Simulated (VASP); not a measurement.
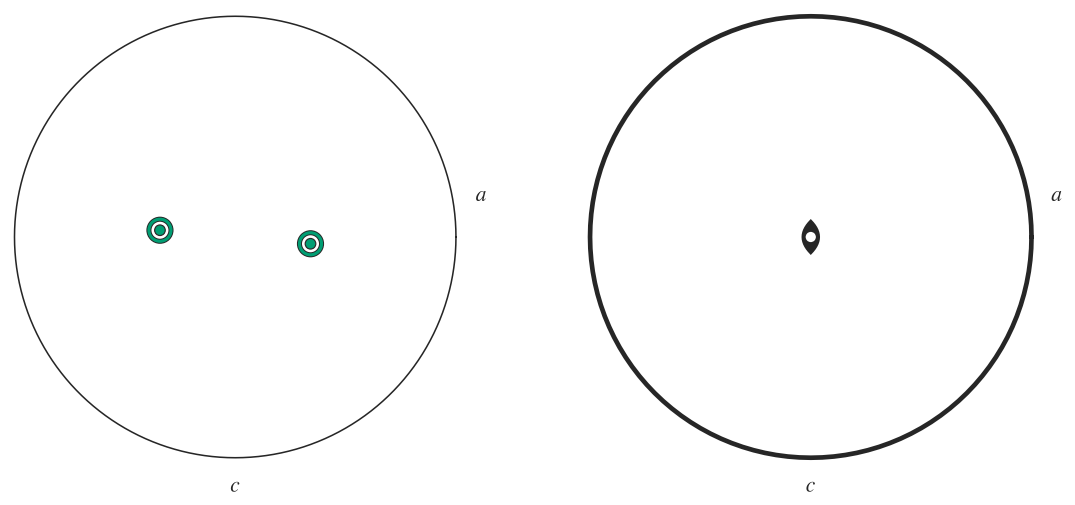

Stereographic projection: filled dots lie in the upper hemisphere, open rings in the lower; heavy lines are mirror planes (a heavy rim: a mirror in the plane of the page); lens, triangle, square and hexagon are 2-, 3-, 4- and 6-fold axes, a lens in an open square is −4, a triangle in an open hexagon −6; thin dashed diameters join the ends of axes that lie in the page; a small open circle marks inversion. The b axis points at the viewer. Left: one general form; right: the symmetry elements. Computed from the symmetry operations of a computed or model structure of composition CuO.

Question: Name the crystal class.

Answer: 2/m (C2h), order 4, monoclinic system: one twofold axis, one mirror plane, an inversion centre.

Question: Can such a crystal be piezoelectric, pyroelectric or chiral?

Answer: It is centrosymmetric, so neither piezoelectric nor pyroelectric; it is not chiral.
